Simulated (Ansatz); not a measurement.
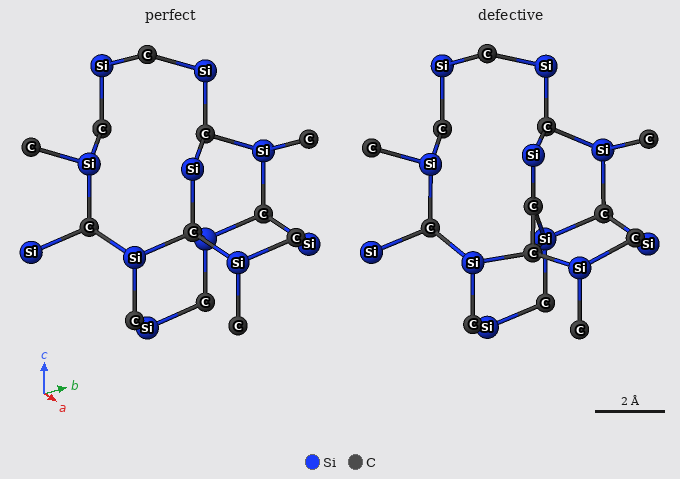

Left: perfect SiC. Right: the same region with one point defect, after relaxing the atoms in a supercell of 96 sites. Style: ball-and-stick. Shown: the atoms within 4.6 Å of one point, in a slice 3.4 Å thick across the line of sight, slightly off an axis.

Computed with Ansatz, DFT, PBEsol, PAW, plane waves. Set-up: plane-wave cutoff 420 eV; k-point mesh 1 × 1 × 1; mesh shifted by (0.25, 0.25, 0.25); collinear spin. Fermi-Dirac smearing of 0.01 eV. A uniform background neutralises the charged cell. The axes drawn are those of the host's conventional cell.

What kind of defect was made?

An extra carbon atom is put between the host's atoms (an interstitial).

The charge state of the cell is −1.

How does the lattice respond?

The C atom starts with 6 C at 2.01 to 2.38 Å, 6 Si at 2.01 to 2.37 Å around its place and ends with 1 C at 1.40 Å. Of the host's atoms, a carbon atom moves furthest from its site, by 0.60 Å. The C atom itself moves 1.51 Å from where it was put. The cell's net moment is 1.00 μB.

Limits of the set-up: the cell is charged, on a uniform background, and energies carry no finite-size correction.
